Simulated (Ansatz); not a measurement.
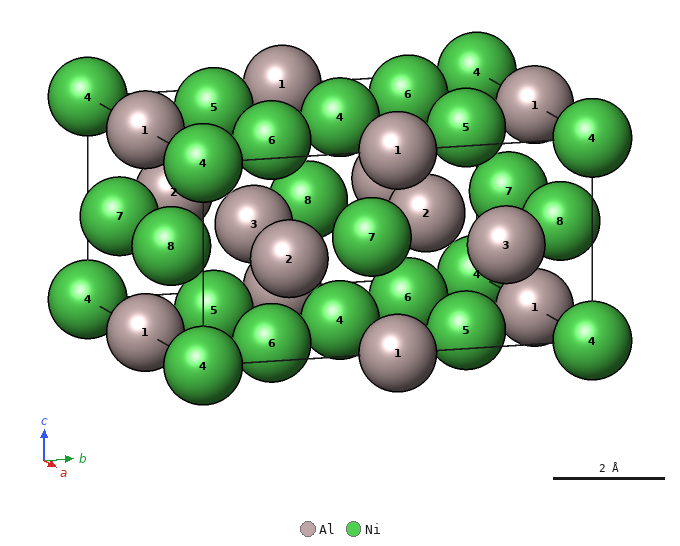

*The structure (spheres-only view of the cell 2 times as large as that of the calculation, set on its symmetry axes, seen slightly off an axis; atoms are numbered from 1 in the order of the input). An atom can appear more than once, as a periodic image.*

Single-point calculation, with input and output: Al3Ni5 (part 1 of 3)

- system: Al3Ni5 (Cmmm, 8 atoms in the cell)
- method: DFT r2SCAN, scalar-relativistic, plane waves, PAW, spin-polarised (Ansatz 0.2.0)

The structure derives from a Materials Project entry. Figures and captions count atoms from 1; the log counts them from 0 in places.

Input file
```yaml
crystal:
  lattice:
    - [3.2778494058, -3.7004715487, 0.0]
    - [3.2778494058, 3.7004715487, 0.0]
    - [0.0, 0.0, 3.72527337]
  atoms:
    - { symbol: Al, position: [0.5, 0.5, 0.0] }
    - { symbol: Al, position: [0.77873701, 0.22126299, 0.5] }
    - { symbol: Al, position: [0.22126299, 0.77873701, 0.5] }
    - { symbol: Ni, position: [0.0, 0.0, 0.0], spin: 2.0 }
    - { symbol: Ni, position: [0.0, 0.5, 0.0], spin: 2.0 }
    - { symbol: Ni, position: [0.5, 0.0, 0.0], spin: 2.0 }
    - { symbol: Ni, position: [0.27589205, 0.27589205, 0.5], spin: 2.0 }
    - { symbol: Ni, position: [0.72410795, 0.72410795, 0.5], spin: 2.0 }
basis:
  ecutwfc: 500
kpoints:
  mp_grid: { grid: [4, 4, 6] }
hamiltonian:
  xc: r2scan
scf:
  occupations: { method: gaussian, width: 0.1 }
  lower_state_search: "off"
output:
  forces: true
  stress: true
  eigenvalues: true
  populations: true
magnetization:
  spin_polarized: true
```

Launched with:
```bash
ansatz run input.yaml --threads 2 --pin off --max-ram 5120MiB --backend cpu --events-out ev --progress --plain --runs-dir out
```

What the program printed
```
Engine: ansatz 0.2.0, x86_64-unknown-linux-gnu
Pseudopotentials: kind: paw
Pseudopotential: Al, paw, valence charge 3, recommended cutoff 500 eV (meta_gga), Al.paw.azcp
Pseudopotential: Ni, paw, valence charge 18, recommended cutoff 500 eV (meta_gga), Ni.paw.azcp
Functional definition: r2SCAN
  parameter k0 = 0.174
  parameter k1 = 0.065
  parameter a1 = 4.9479
  exchange = r2scan_x(k0 = k0, k1 = k1, a1 = a1)
  correlation = r2scan_c
Crystal: 8 atoms, lattice volume = 90.372 Å³
Basis set: ecut = 500 eV, 2291 PW (Γ), exchange–correlation on 160×160×120 points (64 copies of the dense FFT grid, shifted against one another)
Bands: 66, of which v1, the nominal top of the filled ones, is band 50 counted from 1 (49 counted from 0)
Symmetry: 8 space group operations
Space group: Cmmm (ITA 65), of the structure as read, at distance tolerance 4.5e-5 Å
Magnetic group: BNS 65.481 (UNI 579), of the structure as read, at distance tolerance 4.5e-5 Å
k-points: 28 of 96
Non-local potential: Al, projectors of the file, l = 0: 2, l = 1: 2, l = 2: 1
Non-local potential: Ni, projectors of the file, l = 0: 3, l = 1: 2, l = 2: 3, l = 3: 1
PAW form: soft (Blöchl's): semilocal exchange-correlation on the pseudo side does not see the compensation charge
PAW frozen core: Al, regenerated for the run's functional (the file was generated under x = pbe(κ = 0.804, μ = 0.2195149727645171), c = pbe(β = 0.06672455060314922))
PAW frozen core: Ni, regenerated for the run's functional (the file was generated under x = pbe(κ = 0.804, μ = 0.2195149727645171), c = pbe(β = 0.06672455060314922))
PAW one-centre angular grid: Al, 302 points (default); XC on 160 Gauss nodes
PAW one-centre angular grid: Ni, 590 points (default); XC on 160 Gauss nodes
Initial density: superposition of atomic densities (chi_scale 0.1, normalization cell)
Starting moments: Σ|m| = 10 μB on 5 of 8 sites
Initial wavefunctions: pseudopotential atomic-orbital guess
Functional: x = r2scan, c = r2scan; τ floored in thin density (d = 2e-4 eV/Å³)
```
